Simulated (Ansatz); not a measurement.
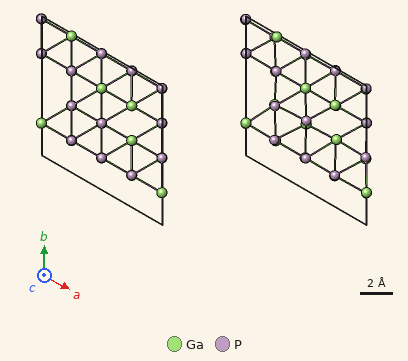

Two geometries of a crystal of GaP (set up in P1), drawn at one scale. One is the start of a relaxation, the other its converged end. Style: ball-and-stick. Shown: the cell of the calculation (origin shifted), along the c axis.

Level of theory: DFT PBEsol, scalar-relativistic, plane waves, PAW in Ansatz 0.2.0. (plane-wave cutoff 420 eV; k-point mesh 2 × 2 × 2; occupations gaussian; smearing width 0.02 eV; mesh shifted by (0.5, 0.5, 0.5); no spin polarisation; atoms relaxed in a fixed cell; force threshold 0.03 eV/Å; at most 25 steps)

Which geometry has the lower energy?

Answer. The left one is the relaxed one. The largest move is that of a P atom, 0.16 Å along [−1 −3 −1]. Largest moves by element: P 0.16 Å, Ga 0.10 Å. The cell doesn't change. Near-neighbour distances that change, for instance: Ga–P 2.497 → 2.355 Å, Ga–P 2.241 → 2.355 Å, Ga–P 2.455 → 2.355 Å, Ga–P 2.267 → 2.354 Å. Among the angles between lasting bonds that change: P–Ga–P 116.1° → 109.5°, P–Ga–P 115.9° → 109.4°, Ga–P–Ga 103.5° → 109.5°. The space group (tolerance 0.01 Å) goes from P1 (No. 1) to F-43m (No. 216). The energy falls by 0.955 eV per cell of the calculation in 2 accepted moves (3 points after the start). The largest force component goes from 1.4 to 0.0054 eV/Å. 1 step only repeated the SCF at the same geometry. Cost: 37 s on 8 threads of Arm Neoverse V2 (shared host), peak memory 2.3 GiB.
